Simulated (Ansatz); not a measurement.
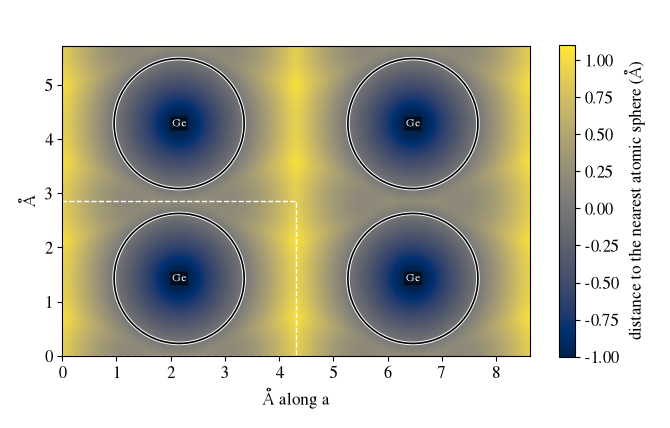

Map of the distance to the nearest atomic sphere in GeO2 (P4_2/mnm), computed on the section y = 0.500 (parallel to a and c; the dashed line is one cell). The black line marks the spheres' surfaces; positive values are empty space; unlabelled circles belong to atoms above or below the section.

Atoms are hard spheres with covalent radii (Cordero): Ge 1.20 Å, O 0.66 Å.

The cell is taken from coordinates from a relaxation at a target pressure of 25 GPa with DFT PBE, scalar-relativistic, plane waves, PAW (Ansatz).

```cif
data_structure
_symmetry_space_group_name_H-M 'P 1'
_symmetry_Int_Tables_number 1
_cell_length_a 4.3120
_cell_length_b 4.3120
_cell_length_c 2.8559
_cell_angle_alpha 90.000
_cell_angle_beta 90.000
_cell_angle_gamma 90.000
_cell_volume 53.10
loop_
_atom_site_label
_atom_site_type_symbol
_atom_site_fract_x
_atom_site_fract_y
_atom_site_fract_z
_atom_site_occupancy
Ge1 Ge 0.00000 0.00000 0.00000 1
Ge2 Ge 0.50000 0.50000 0.50000 1
O1 O 0.30418 0.30418 0.00000 1
O2 O 0.19582 0.80418 0.50000 1
O3 O 0.69582 0.69582 0.00000 1
O4 O 0.80418 0.19582 0.50000 1
```

### Where is the largest hole in this section, and how large is it?

At 0.000, 0.500, 0.250 (fractional), where the distance reaches 1.06 Å; it is enclosed by 4 O + 4 Ge. It is the largest hole of the crystal.

### How much of the crystal lies outside the spheres?

About 64 % of the cell's volume, and 64 % of this section's area.

### What can pass through?

The largest sphere that fits anywhere has a diameter of 2.11 Å; the largest that can travel through the crystal, about 1.8 Å.
